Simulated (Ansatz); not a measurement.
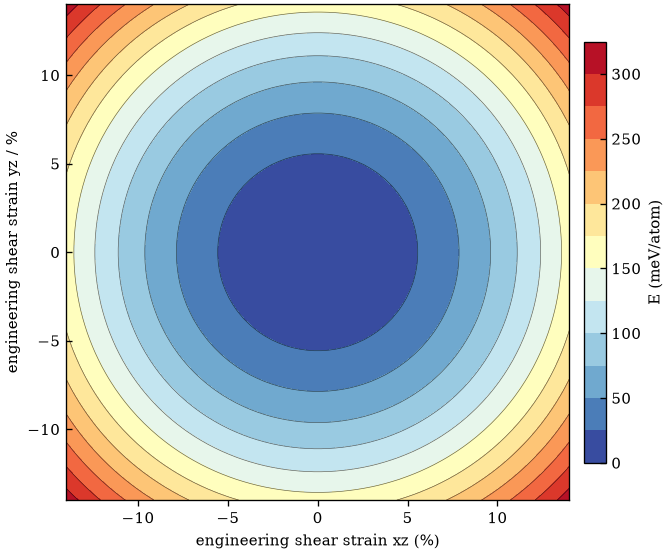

Energy landscape of AlN (Fm-3m, No. 225; 2 atoms in the cell). The energy is mapped over two homogeneous strains (x, y and z along the cube axes). The first coordinate is: engineering shear strain xz; the second: engineering shear strain yz. Nothing is relaxed (symmetry fixes all fractional coordinates). The grid has 9 × 9 points; 15 points were computed and 66 follow by symmetry. Points are written as (first, second). All energies are given in meV/atom relative to the lowest grid point. Computed with DFT PBE, scalar-relativistic, plane waves, PAW in Ansatz 0.2.0. Settings: cutoff 520 eV, k-mesh 10×10×10, gaussian smearing 0.05 eV, no spin polarisation.

In the figure: filled contours. Between grid points the surface is interpolated. 

What does the map say about the system?

Answer. The lowest grid point is at (0.0 %, 0.0 %). No other kind of well shows on this grid. The highest grid point, (−14.0 %, −14.0 %), lies 315 meV/atom above the lowest. Round the minimum the contours are nearly round: the two directions are equally stiff and uncoupled. The gap on the k-mesh is 4.4 eV at the lowest point and runs from 1.3 to 4.4 eV over the map.

The input of one point:

```yaml
crystal:
  lattice:
    - [0.0, 2.0349105802, 2.0349105802]
    - [2.0349105802, 0.0, 2.0349105802]
    - [2.0349105802, 2.0349105802, 0.0]
  atoms:
    - { symbol: Al, position: [0.5, 0.5, 0.5] }
    - { symbol: "N", position: [0.0, 0.0, 0.0] }
basis:
  ecutwfc: 520.0
kpoints:
  mp_grid: { grid: [10, 10, 10] }
hamiltonian:
  xc: pbe
  pseudopotentials: { kind: paw, azcp: { folder: soft_1 } }
scf:
  occupations: { method: gaussian, width: 0.05 }
output:
  forces: true
  stress: true
  eigenvalues: true
  write_density: true
  write_potential: true
  elf: true
  volumetric_format: npy
```

Each point was launched as `ansatz run input.yaml --threads 1 --pin off --max-ram 2048MiB --backend cpu --events-out ev --progress --plain --runs-dir out`. The whole map (15 points run) took 110 s on 1 thread of Arm Neoverse N1, with other jobs on the host.
